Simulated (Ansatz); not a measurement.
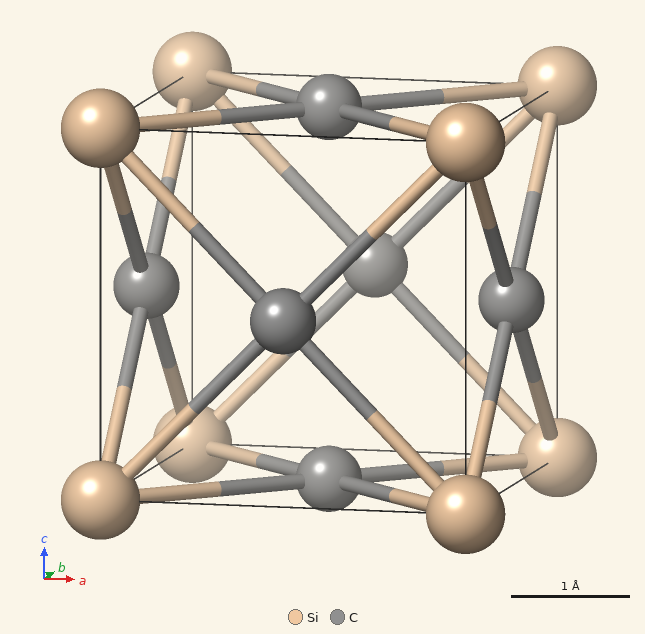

Crystal structure, ball-and-stick style, seen slightly off an axis. The frame is the conventional unit cell; atoms at its boundary are shown with their periodic copies. Cell: a = 3.20 Å, b = 3.20 Å, c = 3.20 Å, α = 90.00°, β = 90.00°, γ = 90.00°.

It derives from a structure type filled with these elements by a generator (whether the compound takes this form wasn't checked). Earlier steps of the study may have refined or changed the cell and positions. It was run through Ansatz as a DFT input.

### Describe the arrangement of the atoms.

Composition: SiC3. Space group Pm-3m (No. 221), lattice primitive cubic. The structure is of the kind named Cu₃Au (L1₂) type. Cell content: 1 Si, 3 C, that is 1 formula unit. Each Si is bonded to twelve C in a cuboctahedral arrangement at about 2.3 Å. Each C is bonded to four Si in a square planar arrangement at about 2.3 Å. The bonds build a three-dimensional framework.

The calculation used Ansatz, DFT PBE, scalar-relativistic, plane waves, PAW, with E_cut = 420 eV, k-points on a 14×14×14 grid, Gaussian smearing of 0.1 eV, no spin polarisation.

### Does it come out as a metal, or with a gap?

A metal: bands cross the Fermi level.

### What charge does Bader's analysis assign to each element?

Si +1.88 e; C -0.63 e.

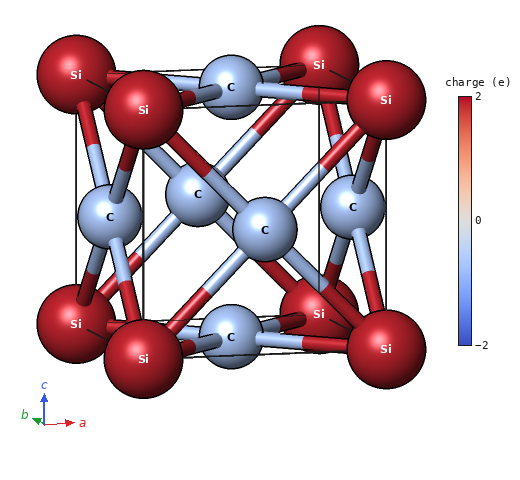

The atoms coloured by those charges. The run's cell of 4 atoms is drawn.

### Is the structure relaxed at this level of theory?

Yes. All forces vanish to within 0.01 eV/Å. The pressure is 0.0 GPa, close to zero.
